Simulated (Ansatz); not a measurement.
## Two runs on Cs

System: Cs (1 atom in the cell).
Method of the first run: DFT r2SCAN, scalar-relativistic, plane waves, PAW, no spin polarisation (Ansatz 0.2.0).

The structure derives from an entry of the Crystallography Open Database. Text and figures count atoms from 1; the logs count them from 0 in places.

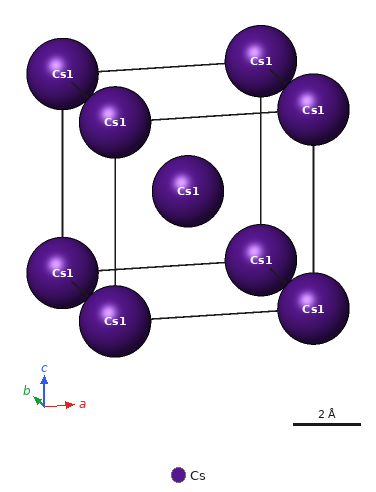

The structure as given in the input (spheres-only view of the cell 2 times as large as that of the calculation, set on its symmetry axes, seen slightly off an axis; atoms are numbered from 1 in the order of the input).

The input, the first run:
```yaml
crystal:
  lattice:
    - [-3.06523815, 3.06523815, 3.06523815]
    - [3.06523815, -3.06523815, 3.06523815]
    - [3.06523815, 3.06523815, -3.06523815]
  atoms:
    - { symbol: Cs, position: [0.0, 0.0, 0.0] }
basis:
  ecutwfc: 500
kpoints:
  mp_grid: { grid: [10, 10, 10] }
hamiltonian:
  xc: r2scan
scf:
  occupations: { method: gaussian, width: 0.1 }
output:
  forces: true
  stress: true
  eigenvalues: true
```

Hardware: 1 thread of an Arm (aarch64) CPU, shared host.

Output, shortened to warnings, some set-up lines, iterations and results (the first run):
```
Basis set: ecut = 500 eV, 2899 PW (Γ), exchange–correlation on 160×160×160 points (64 copies of the dense FFT grid, shifted against one another)
Symmetry: 48 space group operations
k-points: 47 of 1000
Initial density: superposition of atomic densities (neutral atoms: chi_scale 0, normalization atom), corrected by the library's trained network
[...]
SCF iter   1: F=—  HF=-5685.920403 eV  |F-HF|=—  |Δ(HF+E_count)|=         —  Δρ=2.08e-3  dr2=4.96e-3  dr2_τ=1.55e-4  ethr=1.77e-3  ⟨swp⟩=6.0  Hψ=3569  notcnv=0
SCF iter   2: F=—  HF=-5685.921095 eV  |F-HF|=—  |Δ(HF+E_count)|=   6.92e-4  Δρ=1.08e-3  dr2=1.31e-3  dr2_τ=8.50e-5  ethr=5.51e-5  ⟨swp⟩=2.1  Hψ=1212  notcnv=0  defer=10
SCF iter   3: F=—  HF=-5685.921605 eV  |F-HF|=—  |Δ(HF+E_count)|=   5.10e-4  Δρ=2.08e-4  dr2=8.76e-5  dr2_τ=7.15e-6  ethr=1.45e-5  ⟨swp⟩=2.0  Hψ=752  notcnv=0  defer=10
SCF iter   4: F=—  HF=-5685.921688 eV  |F-HF|=—  |Δ(HF+E_count)|=   8.25e-5  Δρ=6.06e-5  dr2=1.01e-5  dr2_τ=2.90e-7  ethr=9.74e-7  ⟨swp⟩=2.0  Hψ=627  notcnv=0  defer=10
SCF iter   5: F=—  HF=-5685.921698 eV  |F-HF|=—  |Δ(HF+E_count)|=   1.02e-5  Δρ=8.27e-6  dr2=2.51e-7  dr2_τ=3.03e-9  ethr=1.13e-7  ⟨swp⟩=2.0  Hψ=583  notcnv=0  defer=10
SCF iter   6: F=-5685.921698 eV  HF=-5685.921698 eV  |F-HF|=2.42e-8  |Δ(HF+E_count)|=   2.24e-7  Δρ=2.03e-6  dr2=4.62e-9  dr2_τ=1.89e-10  ethr=1.11e-9  ⟨swp⟩=7.2  Hψ=2470  …
SCF 1 converged in 6 iterations: F = -5685.921698 eV  dr2 = 4.62e-9
SCF converged after 6 iterations
Free energy (F): -5685.921698 eV
Harris-Foulkes:  -5685.921698 eV  (|F-HF|=2.42e-8)
Internal energy: -5685.913172 eV  (E = F + TS)
E sigma→0 (E₀):  -5685.917435 eV
Entropy (-TS):   -0.008526 eV (-8.526 meV/atom)
Fermi energy:    2.325525 eV
--- Per-component energies (eV) ---
  E_band       = -96.749426
  E_kinetic    = 140.889109
  E_local      = -393.159841  (includes V_loc(G=0)·N_el)
  E_nonlocal   = 29.289447
  E_hartree    = 137.455856
  E_xc         = -160.927048
  E_vxc        = -135.656987  (∫ρ·V_xc dr)
  E_paw        = -5093.314196  (= ΣΔE_a)
  E_vpaw       = -19.805202  (= ΣTr[D̂ρ^β])
  E_aug_tail   = -0.000000  (compensation charges beyond the density's cutoff)
  E_vtau       = 6.782190  (kinetic-family band-sum trace: ∫τ·v_τ [+ j·A + Jᵃ·Aᵃ] dr)
  E_ewald      = -346.196379
  E_core_change = 0.049879  (= ΣΔE_core)
  E_smearing   = -0.008526  (= −TS)
  E_closure    = -0.000000  (closes the sum)
  Σ components = -5685.921698   (vs F -5685.921698, Δ=0.00e0)
--- Forces (eV/Å), atoms counted from 1 ---
  atom   1  Cs    -0.00000000     0.00000000     0.00000000
  max |Σ_I F_I| component: 4.24e-33 eV/Å
--- Stress (GPa, compression-positive) ---
        0.147323       0.000000       0.000000
        0.000000       0.147323      -0.000000
       -0.000000       0.000000       0.147323
  P = ⅓ Tr σ = 0.1473 GPa (1.473 kbar)
```

The input of the second run differs as follows (lines with − go, lines with + come):
```diff
-    - [-3.06523815, 3.06523815, 3.06523815]
-    - [3.06523815, -3.06523815, 3.06523815]
-    - [3.06523815, 3.06523815, -3.06523815]
+    - [-2.97093615, 2.97093615, 2.97093615]
+    - [2.97093615, -2.97093615, 2.97093615]
+    - [2.97093615, 2.97093615, -2.97093615]
```

What does this change do to the results?

With the same functional and potentials, the second run lies 17.1 meV per atom higher. The pressure goes from 0.15 to 0.40 GPa. The volume per atom goes from 115.20 to 104.89 Å³. The cell is scaled evenly with the atoms at fixed fractional positions, so −ΔP/Δ ln V estimates the bulk modulus midway between the two volumes: about 2.7 GPa. The number of SCF iterations is the same. The plane waves at Γ go from 2899 to 2659.

Output, shortened to warnings, some set-up lines, iterations and results (the second run):
```
Basis set: ecut = 500 eV, 2659 PW (Γ), exchange–correlation on 160×160×160 points (64 copies of the dense FFT grid, shifted against one another)
Symmetry: 48 space group operations
k-points: 47 of 1000
Initial density: superposition of atomic densities (neutral atoms: chi_scale 0, normalization atom), corrected by the library's trained network
[...]
SCF iter   1: F=—  HF=-5685.903842 eV  |F-HF|=—  |Δ(HF+E_count)|=         —  Δρ=2.08e-3  dr2=4.57e-3  dr2_τ=1.56e-4  ethr=1.77e-3  ⟨swp⟩=6.0  Hψ=3561  notcnv=0
SCF iter   2: F=—  HF=-5685.904287 eV  |F-HF|=—  |Δ(HF+E_count)|=   4.45e-4  Δρ=1.09e-3  dr2=1.21e-3  dr2_τ=7.94e-5  ethr=5.08e-5  ⟨swp⟩=2.0  Hψ=1208  notcnv=0  defer=9
SCF iter   3: F=—  HF=-5685.904554 eV  |F-HF|=—  |Δ(HF+E_count)|=   2.67e-4  Δρ=2.05e-4  dr2=7.47e-5  dr2_τ=6.70e-6  ethr=1.35e-5  ⟨swp⟩=2.0  Hψ=683  notcnv=0  defer=9
SCF iter   4: F=—  HF=-5685.904638 eV  |F-HF|=—  |Δ(HF+E_count)|=   8.49e-5  Δρ=6.16e-5  dr2=8.92e-6  dr2_τ=2.25e-7  ethr=8.30e-7  ⟨swp⟩=2.0  Hψ=628  notcnv=0  defer=9
SCF iter   5: F=—  HF=-5685.904648 eV  |F-HF|=—  |Δ(HF+E_count)|=   9.30e-6  Δρ=7.17e-6  dr2=1.25e-7  dr2_τ=4.33e-9  ethr=9.91e-8  ⟨swp⟩=2.0  Hψ=583  notcnv=0  defer=9
SCF iter   6: F=-5685.904648 eV  HF=-5685.904648 eV  |F-HF|=1.29e-9  |Δ(HF+E_count)|=   3.80e-8  Δρ=1.42e-6  dr2=1.24e-9  dr2_τ=1.90e-10  ethr=1.11e-9  ⟨swp⟩=6.9  Hψ=2370  …
SCF 1 converged in 6 iterations: F = -5685.904648 eV  dr2 = 1.24e-9
SCF converged after 6 iterations
Free energy (F): -5685.904648 eV
Harris-Foulkes:  -5685.904648 eV  (|F-HF|=1.29e-9)
Internal energy: -5685.895367 eV  (E = F + TS)
E sigma→0 (E₀):  -5685.900007 eV
Entropy (-TS):   -0.009281 eV (-9.281 meV/atom)
Fermi energy:    2.758274 eV
--- Per-component energies (eV) ---
  E_band       = -92.579942
  E_kinetic    = 141.104712
  E_local      = -375.479351  (includes V_loc(G=0)·N_el)
  E_nonlocal   = 29.334570
  E_hartree    = 130.671942
  E_xc         = -161.059943
  E_vxc        = -135.809416  (∫ρ·V_xc dr)
  E_paw        = -5093.332001  (= ΣΔE_a)
  E_vpaw       = -19.825171  (= ΣTr[D̂ρ^β])
  E_aug_tail   = -0.000000  (compensation charges beyond the density's cutoff)
  E_vtau       = 6.750783  (kinetic-family band-sum trace: ∫τ·v_τ [+ j·A + Jᵃ·Aᵃ] dr)
  E_ewald      = -357.185175
  E_core_change = 0.049879  (= ΣΔE_core)
  E_smearing   = -0.009281  (= −TS)
  E_closure    = 0.000000  (closes the sum)
  Σ components = -5685.904648   (vs F -5685.904648, Δ=0.00e0)
--- Forces (eV/Å), atoms counted from 1 ---
  atom   1  Cs     0.00000000    -0.00000000     0.00000000
  max |Σ_I F_I| component: 2.44e-33 eV/Å
--- Stress (GPa, compression-positive) ---
        0.397528       0.000000      -0.000000
       -0.000000       0.397528      -0.000000
       -0.000000       0.000000       0.397528
  P = ⅓ Tr σ = 0.3975 GPa (3.975 kbar)
```

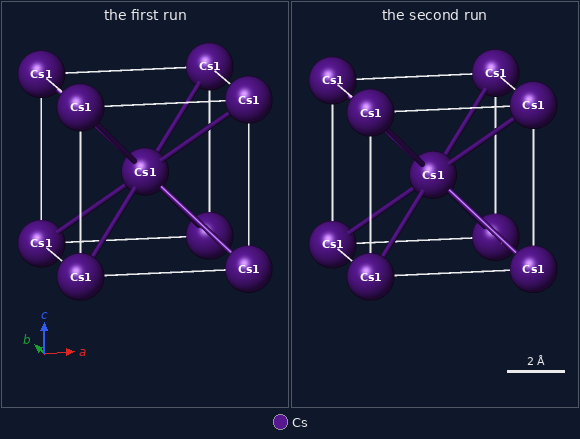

The two input geometries at one scale (ball-and-stick view of the cell 2 times as large as that of the calculation, set on its symmetry axes, seen slightly off an axis). No atom moves by more than 0.005 Å relative to the cell. Cell: a = b = c 6.130 → 5.942 Å (−3.1 %). Volume −8.9 %. Among the contacts that change: Cs1–Cs1 5.309 → 5.146 Å.

The two runs side by side:

| quantity | the first run | the second run |
| --- | --- | --- |
| outcome | converged | converged |
| free energy per atom (eV) | −5685.9217 | −5685.9046 |
| energy per atom, smearing taken to zero (eV) | −5685.9174 | −5685.9000 |
| gap on the mesh (eV) | 0.00 | 0.00 |
| pressure (GPa) | 0.15 | 0.40 |
| volume per atom (Å³) | 115.20 | 104.89 |
| largest force (eV/Å) | 0.000 | 0.000 |
| SCF iterations | 6 | 6 |
| irreducible k-points | 47 | 47 |
| plane waves at Γ | 2899 | 2659 |
| wall time (shared host) | 7.8 s | 7.5 s |
